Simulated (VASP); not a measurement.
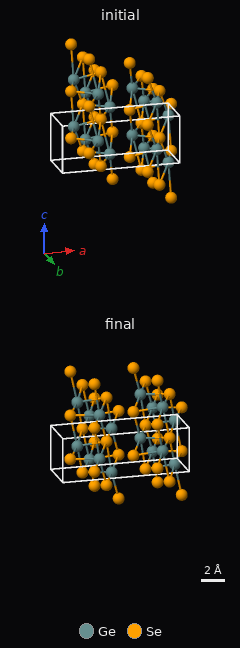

The structure of solid GeSe (set up in Pnma) before (top) and after (bottom) a relaxation, at one scale.

Style: ball-and-stick. Shown: the cell of the calculation, repeated 1 × 2 × 2 with one cell outlined, from a free direction.

The run lets cell and atoms move.

The calculation used VASP 6.6.1, Kohn-Sham DFT of a periodic cell, PBE, VASP PAW PBE potentials, minimal.

The input:
```
SYSTEM = GeSe
ALGO     = Normal         ! electronic algorithm
EDIFF    = 1E-6           ! SCF threshold, eV
EDIFFG   = -0.01          ! ionic threshold
ENCUT    = 300            ! plane-wave cutoff, eV
GGA      = PE             ! functional
IBRION   = 2              ! ionic algorithm
ISIF     = 3              ! what is computed and relaxed
ISMEAR   = 0              ! smearing method
KPAR     = 2            
LASPH    = .True.         ! aspherical terms in the spheres
LCHARG   = .False.        ! write CHGCAR
LREAL    = .False.        ! projectors in reciprocal space
LWAVE    = .False.        ! write WAVECAR
NELM     = 80             ! most SCF steps
NSW      = 90             ! ionic steps
PREC     = Accurate       ! precision mode
SIGMA    = 0.03           ! smearing width, eV
```

Launched with:
```bash
cat potpaw_PBE.64/Ge/POTCAR potpaw_PBE.64/Se/POTCAR > POTCAR
mpirun -np 2 vasp_std > vasp.out
```

Question: What changed between the two?

Answer: The relaxation stopped without meeting its thresholds, so the last structure isn't shown to be converged. Over 89 geometry steps the energy falls by 39.7 meV per atom. The largest force component goes from 0.38 to 0.0064 eV/Å. The pressure goes from 3.66 to −0.03 GPa. The largest moves relative to the cell, 0.96 Å, are those of Se atoms. Largest moves by element: Se 0.96 Å, Ge 0.74 Å. The drawn cell changes as follows: a 10.790 → 11.617 Å (+7.7 %), b 3.820 → 3.951 Å (+3.4 %), c 4.380 → 4.083 Å (−6.8 %); the volume changes by +3.8 %. Near-neighbour distances that change, for instance: Ge–Se 3.294 → 2.997 Å, Ge–Se 2.538 → 2.696 Å, Ge–Se 2.582 → 2.695 Å. Among the angles between lasting bonds that change: Ge–Se–Ge 103.6° → 91.2°, Se–Ge–Se 90.8° → 94.9°. The space group stays Pnma (No. 62).
